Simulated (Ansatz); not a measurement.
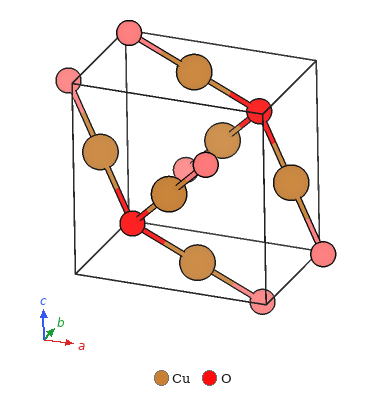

The figure gives a ball-and-stick picture of the atoms, viewed slightly off an axis. The frame is the simulation cell; atoms at its boundary are shown with their periodic copies. Neighbours across the faces are drawn wherever a bond reaches them, in fainter colours.

```yaml
crystal:
  lattice:
    - [2.96253, 1.71042, 2.19771]
    - [-2.96253, 1.71042, 2.19771]
    - [0.00000, -3.42083, 2.19771]
  atoms:
    - { symbol: Cu, position: [0.00000, 0.50000, 0.50000] }
    - { symbol: Cu, position: [0.50000, 0.00000, 0.50000] }
    - { symbol: Cu, position: [0.50000, 0.50000, 0.00000] }
    - { symbol: O, position: [0.23693, 0.23693, 0.23693] }
    - { symbol: O, position: [0.76307, 0.76307, 0.76307] }
```

Computational set-up: DFT PBE+U, scalar-relativistic, plane waves, PAW in Ansatz 0.2.0, plane waves up to 420 eV, 12×12×12 k-mesh, Gaussian smearing of 0.1 eV, U_eff = 4.00 eV on Cu d, no spin polarisation.

Give the Bader charge of each element.

Cu +0.65 e; O -0.97 e.

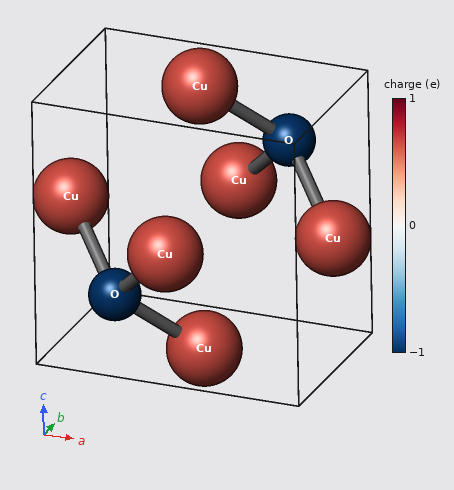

The atoms coloured by those charges.

The structure comes from a structure type filled with these elements by a generator (whether the compound takes this form wasn't checked). Earlier steps of the study may have refined or changed the cell and positions. It was run through Ansatz as a DFT input.
